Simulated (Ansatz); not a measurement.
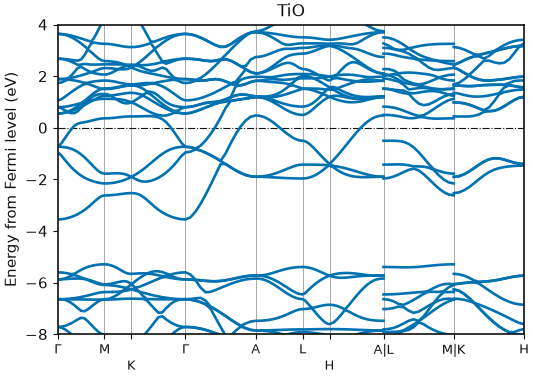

Band structure. Energies are counted from the Fermi level.

Which Bravais lattice do the labels of the path belong to?

Answer. A hexagonal (primitive) lattice: the path Γ–M–K–Γ–A–L–H–A|L–M|K–H runs through the special points of its Brillouin zone.

System: TiO, space group P-62m (No. 189), 6 atoms in the cell; a = 4.989 Å, c = 2.873 Å (hexagonal axes).

Computed with Ansatz: PBEsol, Ti d U = 2 eV, Ansatz PAW, no spin polarisation, no spin-orbit coupling, 6×6×9 k mesh, 420 eV cutoff, Fermi-Dirac smearing of 0.05 eV.

Metal, semiconductor or insulator?

Answer. A metal: 2 bands cross the Fermi level along this path.

On which lines of the path do bands cross the Fermi level?

Answer. Bands cross the Fermi level on Γ–M, K–Γ, Γ–A, A–L and H–A, and not on M–K, L–H, L–M and K–H.

U without spin polarisation on a metal has little footing. The PAW data sets were made with another functional. The k mesh is thin for a metal, so its Fermi level is uncertain. The cell comes from a database of computed structures, and whether it is the stable form of this composition wasn't checked.
